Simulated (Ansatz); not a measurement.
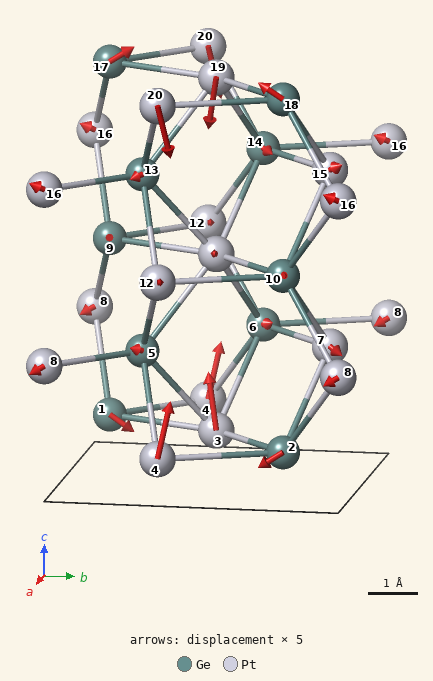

This is a relaxation of a slab of composition GePt (cut from the Pnma phase). The starting structure is drawn; red arrows show the displacements, magnified 5 times.

Style: ball-and-stick. Shown: the cell of the calculation, outlined in the plane, without the vacuum (origin shifted), slightly off an axis.

The slab is the (0 1 0) face of GePt.

The calculation used Ansatz 0.2.0, DFT PBE, scalar-relativistic, plane waves, PAW.

Input
```yaml
crystal:
  lattice:
    - [5.8271351399, 0.0, 0.0]
    - [0.0, 6.1905450806, 0.0]
    - [0.0, 0.0, 22.4890375214]
  atoms:
    - { symbol: Ge, position: [0.813230162, 0.4125087131, 0.3334958196] }
    - { symbol: Ge, position: [0.313230162, 0.0874912869, 0.3334958196] }
    - { symbol: Pt, position: [0.0017840212, 0.8069861665, 0.3334958196] }
    - { symbol: Pt, position: [0.5017840212, 0.6930138335, 0.3334958196] }
    - { symbol: Ge, position: [0.186769838, 0.5874912869, 0.4167479098] }
    - { symbol: Ge, position: [0.686769838, 0.9125087131, 0.4167479098] }
    - { symbol: Pt, position: [0.9982159788, 0.1930138335, 0.4167479098] }
    - { symbol: Pt, position: [0.4982159788, 0.3069861665, 0.4167479098] }
    - { symbol: Ge, position: [0.813230162, 0.4125087131, 0.5] }
    - { symbol: Ge, position: [0.313230162, 0.0874912869, 0.5] }
    - { symbol: Pt, position: [0.0017840212, 0.8069861665, 0.5] }
    - { symbol: Pt, position: [0.5017840212, 0.6930138335, 0.5] }
    - { symbol: Ge, position: [0.186769838, 0.5874912869, 0.5832520902] }
    - { symbol: Ge, position: [0.686769838, 0.9125087131, 0.5832520902] }
    - { symbol: Pt, position: [0.9982159788, 0.1930138335, 0.5832520902] }
    - { symbol: Pt, position: [0.4982159788, 0.3069861665, 0.5832520902] }
    - { symbol: Ge, position: [0.813230162, 0.4125087131, 0.6665041804] }
    - { symbol: Ge, position: [0.313230162, 0.0874912869, 0.6665041804] }
    - { symbol: Pt, position: [0.0017840212, 0.8069861665, 0.6665041804] }
    - { symbol: Pt, position: [0.5017840212, 0.6930138335, 0.6665041804] }
basis:
  ecutwfc: 420
kpoints:
  mp_grid: { grid: [6, 6, 1] }
hamiltonian:
  xc: pbe
scf:
  occupations: { method: gaussian, width: 0.1 }
output:
  forces: true
  eigenvalues: true
  write_density: true
  write_potential: true
  elf: true
  volumetric_format: npy
relax:
  adjacent_minimum: "off"
  f_tol: 0.02
  max_steps: 60
efield:
  axis: 3
  dipole_correction: true
  ramp_width: 0.04
```

Run as
```bash
ansatz run input.yaml --threads 8 --pin off --max-ram 15360MiB --backend cpu --events-out ev --progress --plain --runs-dir out
```

Question: Atoms of which element are displaced furthest, and by how much?

Answer: Platinum: up to 0.25 Å, against 0.13 Å for germanium.

Question: What did the optimiser do to the structure, and how much energy did it gain?

Answer: After 5 accepted moves (6 points after the start) the energy has fallen by 0.759 eV per cell of the calculation. Largest force component: 1.1 eV/Å at the start, 0.0073 eV/Å at the end. 1 step only repeated the SCF at the same geometry. The largest moves relative to the layer's centre, 0.25 Å, are those of Pt3, Pt4, Pt19 and Pt20. Pt19 goes at 17° to the normal (−c side). Largest moves by element: Pt 0.25 Å, Ge 0.13 Å. The cell stays as it was. Near-neighbour distances that change, for instance: Ge13–Pt20 2.702 → 2.514 Å, Ge17–Pt19 2.678 → 2.533 Å, Ge13–Pt19 2.552 → 2.443 Å, Ge13–Pt15 2.678 → 2.584 Å. Among the angles between lasting bonds that change: Ge5–Pt4–Ge6 84.7° → 93.0°, Ge2–Pt4–Ge5 86.7° → 93.7°, Pt15–Ge17–Pt20 132.3° → 125.5°. Cost: 4.6 min on 8 threads of Arm Neoverse V2 (shared host), peak memory 6 GiB.
